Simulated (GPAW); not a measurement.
System: AlCu₃ (space group Pm-3m).

Calculation (GPAW 26.7.0): PAW DFT in plane waves, on a grid or in atomic orbitals, no spin polarisation; energies at scaled volumes of the given cell, shape and fractions fixed, counted from the fit's minimum, third-order Birch-Murnaghan fit. All runs: no spin polarisation.

- k mesh: 7×7×7
- occupations: Fermi–Dirac
- smearing width: 0.05 eV
- wave cutoff: 600 eV

Settings that differ: PBEsol: potentials PAW-data-sets-made-by gpaw-setup-for-the-functional; LDA: potentials GPAW-PAW-data-sets-(gpaw-data-1.2.1).

What does the calculation give for the energy against volume, with one curve for each functional? The cases: PBEsol; LDA.

The fitted equilibrium volumes, smallest first, are LDA 11.637, PBEsol 12.104 Å³/atom. The fitted bulk moduli, smallest first, are PBEsol 149.3, LDA 165.7 GPa.

PBEsol:
| volume (Å³/atom) | energy (meV/atom) |
| --- | --- |
| 11.31 | 27.63 |
| 11.55 | 12.91 |
| 11.79 | 3.96 |
| 12.03 | 0.20 |
| 12.27 | 1.07 |
| 12.51 | 6.03 |
| 12.75 | 14.69 |

LDA:
| volume (Å³/atom) | energy (meV/atom) |
| --- | --- |
| 11.31 | 5.05 |
| 11.55 | 0.35 |
| 11.79 | 1.01 |
| 12.03 | 6.46 |
| 12.27 | 16.16 |
| 12.51 | 29.60 |
| 12.75 | 46.39 |

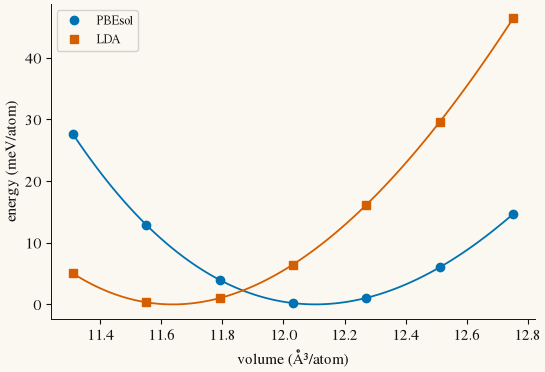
